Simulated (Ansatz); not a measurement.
Crystal: La, the geometry relaxed with DFT, r2SCAN, plane waves (500 eV) with PAW, scalar-relativistic in Ansatz; the starting structure was generated, so it need not be a known form of this composition.

```
CELL_PARAMETERS angstrom
5.98579 0.00000 0.00000
-2.99289 5.18384 0.00000
0.00000 0.00000 3.59959
ATOMIC_POSITIONS crystal
La 0.00000 0.00000 0.00000
La 0.33333 0.66667 0.50000
La 0.66667 0.33333 0.50000
```

What does its first Brillouin zone look like, and which path through it is standard?

It has a primitive hexagonal lattice (hP; extended symbol hP2). The zone is a hexagonal prism in its combinatorial type: 8 faces (6 with 4 edges, 2 with 6 edges), 18 edges, 12 vertices. Path: Γ–M–K–Γ–A–L–H–A | L–M | H–K.

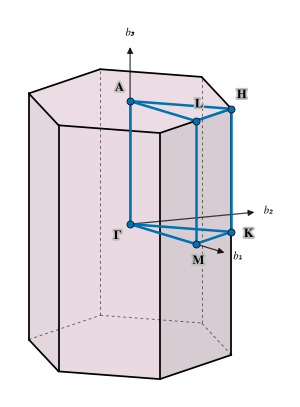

Labels and path follow the convention of Hinuma et al. (2017), as computed by seekpath; the arrows show the directions of the reciprocal primitive vectors b₁, b₂, b₃, in which coordinates are given; lengths include the factor 2π.

| point | k₁ | k₂ | k₃ | length of k (1/Å) |
| --- | --- | --- | --- | --- |
| Γ | 0 | 0 | 0 | 0.000 |
| A | 0 | 0 | 1/2 | 0.873 |
| K | 1/3 | 1/3 | 0 | 0.700 |
| H | 1/3 | 1/3 | 1/2 | 1.119 |
| M | 1/2 | 0 | 0 | 0.606 |
| L | 1/2 | 0 | 1/2 | 1.063 |
